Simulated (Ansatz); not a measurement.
Si₆C₅ (slab)

Input

```
crystal:
  lattice:
    - [3.0803621744, 0.0, 0.0]
    - [0.0, 3.0803621744, 0.0]
    - [0.0, 0.0, 25.89072491]
  atoms:
    - { symbol: Si, position: [0.5, 0.5, 0.289679027] }
    - { symbol: C, position: [0.5, 0.0, 0.3317432216] }
    - { symbol: Si, position: [0.0, 0.0, 0.3738074162] }
    - { symbol: C, position: [0.0, 0.5, 0.4158716108] }
    - { symbol: Si, position: [0.5, 0.5, 0.4579358054] }
    - { symbol: C, position: [0.5, 0.0, 0.5] }
    - { symbol: Si, position: [0.0, 0.0, 0.5420641946] }
    - { symbol: C, position: [0.0, 0.5, 0.5841283892] }
    - { symbol: Si, position: [0.5, 0.5, 0.6261925838] }
    - { symbol: C, position: [0.5, 0.0, 0.6682567784] }
    - { symbol: Si, position: [0.0, 0.0, 0.710320973] }
basis:
  ecutwfc: 500
kpoints:
  mp_grid: { grid: [9, 9, 1] }
hamiltonian:
  xc: r2scan
scf:
  occupations: { method: gaussian, width: 0.05 }
output:
  forces: true
  stress: true
  eigenvalues: true
  write_density: true
  write_potential: true
  elf: true
  volumetric_format: npy
efield:
  axis: 3
  dipole_correction: true
  ramp_width: 0.04
```

Command:

```sh
ansatz run input.yaml --threads 1 --pin off --max-ram 2560MiB --backend cpu --events-out ev --progress --plain --runs-dir out
```

Not relaxed (largest force 0.4 eV/Å).

All numbers below come from DFT r2SCAN, scalar-relativistic, plane waves, PAW in Ansatz.

The density is the valence pseudo-density of a PAW calculation; it isn't the true density close to the nuclei.

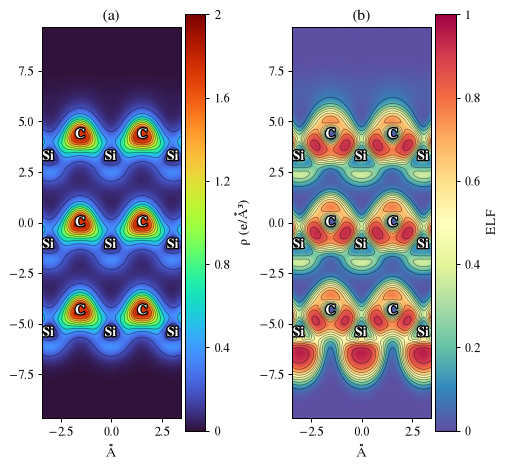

Figure 1. (a) valence pseudo-density; (b) electron localisation function on the (100) plane of the calculation cell, a cut from vacuum to vacuum.

Describe what can be read from this map.

Answer. The section cuts through Si and C sites. Si–C (1.89 Å): ρ at the midpoint is about 0.88 e/Å³; the ELF peaks at about 0.90 between the atoms (localised, covalent bonding). The density dies away to nearly zero in the vacuum. The ELF also peaks beside Si, away from the bonds: lone-pair regions.

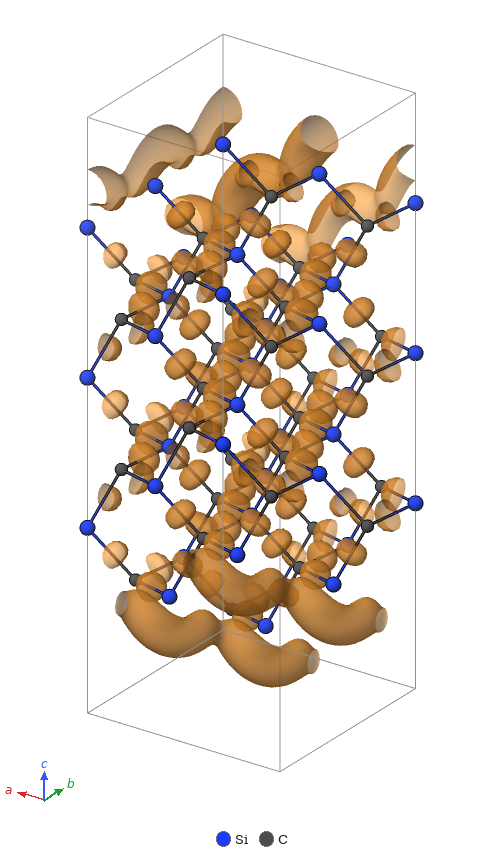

Figure 2. Isosurface of the electron localisation function at 0.85 (orange), seen at an oblique angle. Only the valence region is drawn (cores and ρ < 0.01 e/Å³ removed). Sticks mark near contacts.

Where are the electrons localised?

Answer. The surface consists of 20 regions between bonded C–Si atoms (shared pairs) and channels that run through the cell in one direction, counted in one cell of 11 atoms. Counts are for one cell; the picture repeats the cell along the surface.

Metal or insulator at this level of theory?

Answer. It is gapped, with a Kohn–Sham gap of 0.46 eV on the k-point mesh (the band edges may lie off the mesh, which would make the gap smaller).
